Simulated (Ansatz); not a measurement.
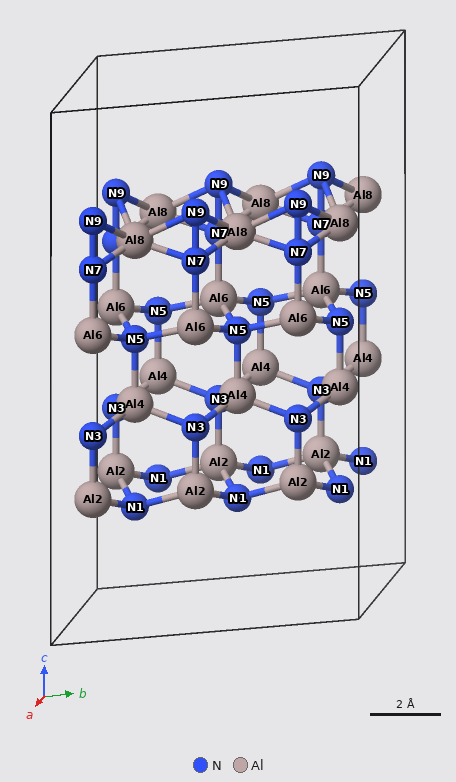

*The starting structure (ball-and-stick view of the 2 × 3 repeat of the cell, with the vacuum cut short, seen slightly off an axis; atoms are numbered from 1 in the order of the input). An atom can appear more than once, as a periodic image.*

**Geometry relaxation, with input and output: Al4N5 (part 1 of 5)**

System: Al4N5 (slab, 9 atoms in the cell).
Method: DFT LDA, scalar-relativistic, plane waves, PAW, PAW set soft_1, spin-polarised (Ansatz 0.2.0).

The structure derives from an entry of the Crystallography Open Database. The input holds or restrains some coordinates. Forces given for the steps count only the free coordinates. Figures and captions count atoms from 1; the log counts them from 0 in places.

**Output**
```
Warning: [file] the record states the generating functional pbe (its physics header spells it `PBE`), which answers neither for hamiltonian.xc's functional nor for the lda family's — results may be inconsistent (PPs are generated against a specific XC)
Warning: [file] the record states the generating functional pbe (its physics header spells it `PBE`), which answers neither for hamiltonian.xc's functional nor for the lda family's — results may be inconsistent (PPs are generated against a specific XC)
Engine: ansatz 0.2.0, aarch64-unknown-linux-gnu
Pseudopotentials: kind: paw
Pseudopotential: N, paw, valence charge 5, recommended cutoff 420 eV (normal), [file]
Pseudopotential: Al, paw, valence charge 3, recommended cutoff 420 eV (normal), [file]
Functional definition: SPW92
  exchange = slater_x
  correlation = pw_c
Crystal: 9 atoms, lattice volume = 193.669 Å³
Basis set: ecut = 420 eV, 3787 PW (Γ)
Bands: 29, of which v1, the nominal top of the filled ones, is band 19 counted from 1 (18 counted from 0)
Symmetry: 6 space group operations
k-points: 12 of 81 (time reversal used)
Non-local potential: N, projectors of the file, l = 0: 2, l = 1: 2, l = 2: 1
Non-local potential: Al, projectors of the file, l = 0: 2, l = 1: 2, l = 2: 1
PAW form: soft (Blöchl's): semilocal exchange-correlation on the pseudo side does not see the compensation charge
PAW frozen core: N, regenerated for the run's functional, and the local potential with it (the file was generated under x = pbe(κ = 0.804, μ = 0.2195149727645171), c = pbe(β = 0.06672455060314922))
PAW frozen core: Al, regenerated for the run's functional, and the local potential with it (the file was generated under x = pbe(κ = 0.804, μ = 0.2195149727645171), c = pbe(β = 0.06672455060314922))
PAW one-centre angular grid: N, 110 points (default); XC on 64 Gauss nodes
PAW one-centre angular grid: Al, 110 points (default); XC on 64 Gauss nodes
Initial density: superposition of atomic densities (neutral atoms: chi_scale 0, normalization atom)
Starting moments: Σ|m| = 3 μB on 1 of 9 sites
Initial wavefunctions: pseudopotential atomic-orbital guess
Functional: x = slater, c = lda
SCF iter   1: F=—  HF=-3935.154540 eV  |F-HF|=—  |Δ(HF+E_count)|=         —  Δρ=6.62e-2 (↑6.58e-2 ↓6.62e-2)  dr2=4.79e1  dr2_m=1.91e0  M=1.000 μB ∫|m|=1.228 μB  β_m=0.30  ethr=3.10e-3  p=0.000 e·Å  D=1.19e-6 V/Å  ΔV_dip=-0.00 eV  dr2_dipole=1.19e1  V_vac-E_F(+/−)=9.21/9.21 eV  ⟨swp⟩=9.2  Hψ=4402  notcnv=0  defer=1
efield: sawtooth ramp at fractional position 0.8401 (placed from the atoms, in the widest stretch of the axis that holds none; the zero of the levels goes with the place), width 0.0400; the density the first Hamiltonian is built on has a dipole p = 0.000 e·Å; the dipole correction subtracts the counter field D = 1.19e-6 V/Å, which shifts the + side's vacuum level by -0.00 eV against the − side's; the planar-averaged density in the ramp window peaks in size at 2.8e-6 e/Å³
preconditioner: auto → none  [insulator: Δε(μ)=0.249 eV  Ē_g=14.721 eV  σ=0.050 eV  W_gap=0.83  n_scr=14 (ndim 8)  ℏωp=16.2 eV  f_vac=0.475  D(μ)=0.52/eV (n_scr^D=4)  ε∞_Penn≈2.2]
SCF iter   2: F=—  HF=-4097.611036 eV  |F-HF|=—  |Δ(HF+E_count)|=    1.62e2  Δρ=1.84e-1 (↑1.54e-1 ↓1.84e-1)  dr2=6.93e3  dr2_m=2.58e0  M=0.576 μB ∫|m|=0.637 μB  β_m=0.30  ethr=3.10e-3  p=1.515 e·Å  D=1.42e0 V/Å  ΔV_dip=-33.17 eV  dr2_dipole=5.59e3  V_vac-E_F(+/−)=-5.51/27.66 eV  ⟨swp⟩=22.5  Hψ=9639  notcnv=0  defer=132  κ⁻¹=1.0e0(r=1)
preconditioner: auto → LDOS  [metal: Δε(μ)=0.033 eV  Ē_g=13.377 eV  σ=0.050 eV  W_gap=0.36  n_scr=14 (ndim 8)  ℏωp=15.3 eV  f_vac=0.483  D(μ)=2.45/eV (n_scr^D=10)]
spin=Collinear: LDOS preconditioning applied to the charge; magnetization (m = ρ↑ − ρ↓) channel mixes plain (no charge-response kernel on spin).
SCF iter   3: F=—  HF=-3929.353586 eV  |F-HF|=—  |Δ(HF+E_count)|=    1.68e2  Δρ=5.29e-2 (↑3.38e-2 ↓5.29e-2)  dr2=2.32e1  dr2_m=1.02e0  M=0.003 μB ∫|m|=0.364 μB  β_m=0.30  ethr=3.10e-3  p=0.119 e·Å  D=1.12e-1 V/Å  ΔV_dip=-2.61 eV  dr2_dipole=8.97e0  V_vac-E_F(+/−)=7.31/9.92 eV  ⟨swp⟩=10.0  Hψ=4839  notcnv=0  defer=105  κ⁻¹=4.5e-4(r=2)
SCF iter   4: F=—  HF=-3927.145093 eV  |F-HF|=—  |Δ(HF+E_count)|=    2.21e0  Δρ=2.29e-2 (↑2.29e-2 ↓1.72e-2)  dr2=1.42e1  dr2_m=1.40e-1  M=0.750 μB ∫|m|=0.805 μB  β_m=0.30  ethr=3.10e-3  p=0.119 e·Å  D=1.12e-1 V/Å  ΔV_dip=-2.62 eV  dr2_dipole=6.56e0  V_vac-E_F(+/−)=7.05/9.66 eV  ⟨swp⟩=6.5  Hψ=2023  notcnv=0  defer=96  κ⁻¹=2.3e-4(r=3)
SCF iter   5: F=—  HF=-3926.797084 eV  |F-HF|=—  |Δ(HF+E_count)|=   3.48e-1  Δρ=2.53e-2 (↑1.76e-2 ↓2.53e-2)  dr2=1.02e1  dr2_m=3.81e-1  M=0.087 μB ∫|m|=0.296 μB  β_m=0.30  ethr=3.10e-3  p=0.080 e·Å  D=7.51e-2 V/Å  ΔV_dip=-1.76 eV  dr2_dipole=5.62e0  V_vac-E_F(+/−)=7.58/9.35 eV  ⟨swp⟩=4.9  Hψ=1510  notcnv=0  defer=111  κ⁻¹=1.9e-5(r=4)
SCF iter   6: F=—  HF=-3926.537779 eV  |F-HF|=—  |Δ(HF+E_count)|=   2.59e-1  Δρ=1.08e-2 (↑1.08e-2 ↓9.97e-3)  dr2=9.73e-1  dr2_m=7.62e-2  M=0.407 μB ∫|m|=0.480 μB  β_m=0.30  ethr=3.10e-3  p=0.058 e·Å  D=5.45e-2 V/Å  ΔV_dip=-1.28 eV  dr2_dipole=1.59e-1  V_vac-E_F(+/−)=8.05/9.33 eV  ⟨swp⟩=2.8  Hψ=1018  notcnv=0  defer=99  κ⁻¹=1.5e-6(r=5)
SCF iter   7: F=—  HF=-3926.411555 eV  |F-HF|=—  |Δ(HF+E_count)|=   1.26e-1  Δρ=7.58e-3 (↑4.97e-3 ↓7.58e-3)  dr2=7.72e-1  dr2_m=5.02e-2  M=0.377 μB ∫|m|=0.443 μB  β_m=0.30  ethr=2.63e-3  p=0.012 e·Å  D=1.09e-2 V/Å  ΔV_dip=-0.25 eV  dr2_dipole=3.08e-1  V_vac-E_F(+/−)=8.66/8.93 eV  ⟨swp⟩=3.2  Hψ=991  notcnv=0  defer=98  κ⁻¹=1.1e-7(r=6)
SCF iter   8: F=—  HF=-3926.476435 eV  |F-HF|=—  |Δ(HF+E_count)|=   6.49e-2  Δρ=1.43e-2 (↑6.38e-3 ↓1.43e-2)  dr2=5.93e0  dr2_m=8.77e-2  M=0.182 μB ∫|m|=0.279 μB  β_m=0.46  ethr=2.09e-3  p=0.038 e·Å  D=3.51e-2 V/Å  ΔV_dip=-0.82 eV  dr2_dipole=3.48e0  V_vac-E_F(+/−)=7.82/8.65 eV  ⟨swp⟩=3.1  Hψ=847  notcnv=0  defer=99
Mixer restart at iter 8: flushing history
spin-set hold released at iteration 8 (site moments contracting): the magnetisation degrees of freedom join the quasi-Newton model from the next iteration; the mixer history was flushed
SCF iter   9: F=—  HF=-3926.470134 eV  |F-HF|=—  |Δ(HF+E_count)|=   6.30e-3  Δρ=1.17e-2 (↑5.25e-3 ↓1.17e-2)  dr2=5.27e0  dr2_m=3.28e-2  M=0.252 μB ∫|m|=0.315 μB  β_m=0.54  ethr=2.09e-3  p=0.051 e·Å  D=4.79e-2 V/Å  ΔV_dip=-1.12 eV  dr2_dipole=3.18e0  V_vac-E_F(+/−)=7.46/8.59 eV  ⟨swp⟩=1.6  Hψ=759  notcnv=0  defer=95
density mixer auto → msr1: a metal under ldos (density of states about μ 1.06 of a free-electron gas's, 14 screened modes)
SCF iter  10: F=—  HF=-3926.445622 eV  |F-HF|=—  |Δ(HF+E_count)|=   2.45e-2  Δρ=5.70e-3 (↑5.70e-3 ↓5.22e-3)  dr2=1.14e0  dr2_m=1.74e-2  M=0.402 μB ∫|m|=0.432 μB  β_m=0.65  ethr=2.09e-3  p=0.071 e·Å  D=6.60e-2 V/Å  ΔV_dip=-1.55 eV  dr2_dipole=5.86e-1  V_vac-E_F(+/−)=6.53/8.07 eV  ⟨swp⟩=3.5  Hψ=885  notcnv=0  defer=96
SCF iter  11: F=—  HF=-3926.452875 eV  |F-HF|=—  |Δ(HF+E_count)|=   7.25e-3  Δρ=4.69e-3 (↑3.39e-3 ↓4.69e-3)  dr2=2.45e-2  dr2_m=2.75e-2  M=0.561 μB ∫|m|=0.568 μB  β_m=0.82  ethr=2.09e-3  p=0.063 e·Å  D=5.89e-2 V/Å  ΔV_dip=-1.38 eV  dr2_dipole=2.99e-3  V_vac-E_F(+/−)=6.60/7.98 eV  ⟨swp⟩=1.5  Hψ=887  notcnv=0  defer=94
SCF iter  12: F=—  HF=-3926.479807 eV  |F-HF|=—  |Δ(HF+E_count)|=   2.69e-2  Δρ=7.18e-3 (↑2.73e-3 ↓7.18e-3)  dr2=1.13e0  dr2_m=2.61e-2  M=0.724 μB ∫|m|=0.731 μB  β_m=0.22  ethr=6.63e-5  p=0.055 e·Å  D=5.13e-2 V/Å  ΔV_dip=-1.20 eV  dr2_dipole=7.24e-1  V_vac-E_F(+/−)=6.67/7.87 eV  ⟨swp⟩=4.2  Hψ=1235  notcnv=0  defer=98
SCF iter  13: F=—  HF=-3926.474524 eV  |F-HF|=—  |Δ(HF+E_count)|=   5.28e-3  Δρ=4.30e-3 (↑2.83e-3 ↓4.30e-3)  dr2=9.34e-1  dr2_m=2.00e-3  M=0.650 μB ∫|m|=0.749 μB  β_m=0.53  ethr=6.63e-5  p=0.047 e·Å  D=4.37e-2 V/Å  ΔV_dip=-1.02 eV  dr2_dipole=5.94e-1  V_vac-E_F(+/−)=6.67/7.69 eV  ⟨swp⟩=3.0  Hψ=1168  notcnv=0  defer=96
SCF iter  14: F=—  HF=-3926.440396 eV  |F-HF|=—  |Δ(HF+E_count)|=   3.41e-2  Δρ=6.23e-3 (↑6.23e-3 ↓2.60e-3)  dr2=4.67e-1  dr2_m=2.88e-2  M=0.518 μB ∫|m|=0.845 μB  β_m=0.70  ethr=6.63e-5  p=0.030 e·Å  D=2.76e-2 V/Å  ΔV_dip=-0.65 eV  dr2_dipole=2.85e-1  V_vac-E_F(+/−)=6.64/7.29 eV  ⟨swp⟩=4.1  Hψ=1374  notcnv=0  defer=98
SCF iter  15: F=—  HF=-3926.474269 eV  |F-HF|=—  |Δ(HF+E_count)|=   3.39e-2  Δρ=1.77e-3 (↑1.30e-3 ↓1.77e-3)  dr2=1.36e-1  dr2_m=4.22e-4  M=0.517 μB ∫|m|=0.716 μB  β_m=0.73  ethr=6.63e-5  p=0.039 e·Å  D=3.64e-2 V/Å  ΔV_dip=-0.85 eV  dr2_dipole=8.10e-2  V_vac-E_F(+/−)=6.74/7.59 eV  ⟨swp⟩=3.8  Hψ=1319  notcnv=0  defer=98
SCF iter  16: F=—  HF=-3926.472513 eV  |F-HF|=—  |Δ(HF+E_count)|=   1.76e-3  Δρ=1.18e-3 (↑5.58e-4 ↓1.18e-3)  dr2=2.00e-2  dr2_m=1.12e-3  M=0.484 μB ∫|m|=0.615 μB  β_m=0.74  ethr=6.63e-5  p=0.038 e·Å  D=3.56e-2 V/Å  ΔV_dip=-0.84 eV  dr2_dipole=1.21e-2  V_vac-E_F(+/−)=6.80/7.64 eV  ⟨swp⟩=1.8  Hψ=873  notcnv=0  defer=96
SCF iter  17: F=—  HF=-3926.472801 eV  |F-HF|=—  |Δ(HF+E_count)|=   2.88e-4  Δρ=8.54e-4 (↑6.16e-4 ↓8.54e-4)  dr2=1.73e-2  dr2_m=6.67e-4  M=0.502 μB ∫|m|=0.595 μB  β_m=0.87  ethr=5.41e-5  p=0.040 e·Å  D=3.74e-2 V/Å  ΔV_dip=-0.88 eV  dr2_dipole=1.05e-2  V_vac-E_F(+/−)=6.79/7.67 eV  ⟨swp⟩=1.5  Hψ=625  notcnv=0  defer=95
SCF iter  18: F=—  HF=-3926.473249 eV  |F-HF|=—  |Δ(HF+E_count)|=   4.48e-4  Δρ=3.42e-4 (↑6.11e-5 ↓3.42e-4)  dr2=2.51e-3  dr2_m=5.29e-5  M=0.514 μB ∫|m|=0.606 μB  β_m=0.80  ethr=4.68e-5  p=0.040 e·Å  D=3.71e-2 V/Å  ΔV_dip=-0.87 eV  dr2_dipole=1.45e-3  V_vac-E_F(+/−)=6.78/7.65 eV  ⟨swp⟩=1.5  Hψ=666  notcnv=0  defer=95
SCF iter  19: F=—  HF=-3926.473225 eV  |F-HF|=—  |Δ(HF+E_count)|=   2.45e-5  Δρ=7.20e-5 (↑3.36e-5 ↓7.20e-5)  dr2=5.25e-5  dr2_m=3.77e-6  M=0.521 μB ∫|m|=0.609 μB  β_m=0.90  ethr=6.79e-6  p=0.040 e·Å  D=3.73e-2 V/Å  ΔV_dip=-0.87 eV  dr2_dipole=2.10e-5  V_vac-E_F(+/−)=6.78/7.65 eV  ⟨swp⟩=1.8  Hψ=817  notcnv=0  defer=95
SCF iter  20: F=—  HF=-3926.473228 eV  |F-HF|=—  |Δ(HF+E_count)|=   3.16e-6  Δρ=3.44e-5 (↑2.61e-5 ↓3.44e-5)  dr2=3.02e-6  dr2_m=1.10e-6  M=0.522 μB ∫|m|=0.609 μB  β_m=0.77  ethr=4.22e-8  p=0.040 e·Å  D=3.73e-2 V/Å  ΔV_dip=-0.87 eV  dr2_dipole=3.22e-8  V_vac-E_F(+/−)=6.77/7.65 eV  ⟨swp⟩=25.2  Hψ=7336  notcnv=0
SCF iter  21: F=—  HF=-3926.473228 eV  |F-HF|=—  |Δ(HF+E_count)|=   1.05e-7  Δρ=2.13e-5 (↑2.13e-5 ↓1.88e-5)  dr2=4.20e-6  dr2_m=4.56e-7  M=0.523 μB ∫|m|=0.608 μB  β_m=0.74  ethr=8.16e-9  p=0.040 e·Å  D=3.72e-2 V/Å  ΔV_dip=-0.87 eV  dr2_dipole=1.86e-6  V_vac-E_F(+/−)=6.77/7.65 eV  ⟨swp⟩=7.0  Hψ=2797  notcnv=0
SCF iter  22: F=—  HF=-3926.473229 eV  |F-HF|=—  |Δ(HF+E_count)|=   8.02e-7  Δρ=1.54e-5 (↑1.54e-5 ↓1.13e-5)  dr2=2.52e-6  dr2_m=2.25e-7  M=0.524 μB ∫|m|=0.607 μB  β_m=0.68  ethr=8.16e-9  p=0.040 e·Å  D=3.72e-2 V/Å  ΔV_dip=-0.87 eV  dr2_dipole=1.33e-6  V_vac-E_F(+/−)=6.77/7.65 eV  ⟨swp⟩=5.8  Hψ=2345  notcnv=0
SCF iter  23: F=—  HF=-3926.473230 eV  |F-HF|=—  |Δ(HF+E_count)|=   7.73e-7  Δρ=1.04e-5 (↑1.04e-5 ↓6.12e-6)  dr2=1.54e-6  dr2_m=1.07e-7  M=0.525 μB ∫|m|=0.606 μB  β_m=0.74  ethr=6.81e-9  p=0.040 e·Å  D=3.72e-2 V/Å  ΔV_dip=-0.87 eV  dr2_dipole=9.63e-7  V_vac-E_F(+/−)=6.77/7.65 eV  ⟨swp⟩=6.0  Hψ=2183  notcnv=0
iter 24 did not close the SCF: its close was put off for the exchange–correlation potential of the local minority spin (scf_convergence_deferred on its scf_iter line)
SCF iter  24: F=-3926.473229 eV  HF=-3926.473230 eV  |F-HF|=8.78e-7  |Δ(HF+E_count)|=   3.05e-7  Δρ=6.82e-6 (↑6.82e-6 ↓4.05e-6)  dr2=5.80e-7  dr2_m=4.58e-8  M=0.526 μB ∫|m|=0.605 μB  β_m=0.80  ethr=4.15e-9  p=0.040 e·Å  D=3.72e-2 V/Å  ΔV_dip=-0.87 eV  dr2_dipole=3.76e-7  V_vac-E_F(+/−)=6.77/7.64 eV  ⟨swp⟩=4.7  Hψ=2092  notcnv=0
SCF iter  25: F=-3926.473230 eV  HF=-3926.473230 eV  |F-HF|=3.91e-8  |Δ(HF+E_count)|=   1.55e-7  Δρ=2.85e-6 (↑2.85e-6 ↓2.15e-6)  dr2=2.81e-8  dr2_m=5.21e-9  M=0.527 μB ∫|m|=0.604 μB  ethr=1.57e-9  p=0.040 e·Å  D=3.72e-2 V/Å  ΔV_dip=-0.87 eV  dr2_dipole=9.53e-11  V_vac-E_F(+/−)=6.77/7.64 eV  ⟨swp⟩=3.2  Hψ=2201  notcnv=0
SCF 1 converged in 25 iterations: F = -3926.473230 eV  dr2 = 2.81e-8
  greatest PAW one-centre occupation: 0.814 electrons in one spin orbital (limit 2), on the N atom at site 8 (counted from 0), in its partial waves of l = 0
relax step   1: F+E_penalty+E_count = -3926.47323031 eV  Δ(F+E_penalty+E_count) = +0.000e0 eV  max|allowed force component| = 1.760e0 eV/Å  Δτ_max = 0.0000 Å  (25 SCF iters, dr2 threshold 1.56e-5 eV, accepted)
Initial density: handed on by an earlier stage of this run
Starting moments: Σ|m| = 3 μB on 1 of 9 sites; this step starts from the density that it was given
Initial wavefunctions: those handed on with the density
iter 1 solved again at ethr=1.85e-4 eV; its pass at ethr=3.10e-3 eV (dr2=6.83e-2 eV) is discarded
```
